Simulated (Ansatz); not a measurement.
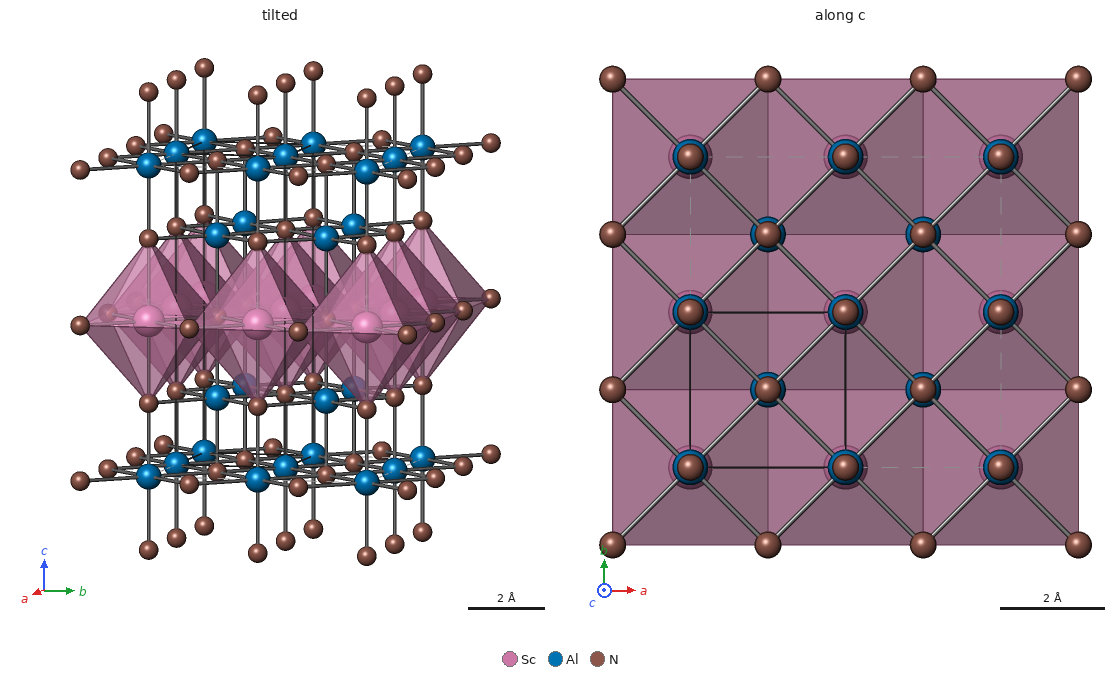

The structure above is drawn in polyhedral style and viewed slightly off an axis and along the c axis. A 2×2×1 array of cells is drawn; the conventional unit cell has the solid edges. A few atoms beyond the faces are included.

ScAl3N4, space group P4/mmm (No. 123), a = 3.00 Å, b = 3.00 Å, c = 8.33 Å, α = 90.00°, β = 90.00°, γ = 90.00°.

Method used: DFT PBE, scalar-relativistic, plane waves, PAW in Ansatz 0.2.0. It ran with a cutoff energy of 420 eV, k-mesh 10×10×4, Gaussian smearing of 0.02 eV, no spin polarisation.

### Does it come out as a metal, or with a gap?

A semiconductor at this level, with a gap of 0.74 eV, direct.

### How far is the cell from zero pressure?

The computed pressure is 0.0 GPa, close to zero.

Provenance: a structure type filled with these elements by a generator (whether the compound takes this form wasn't checked). Earlier steps of the study may have refined or changed the cell and positions. A calculation with Ansatz used it as input.
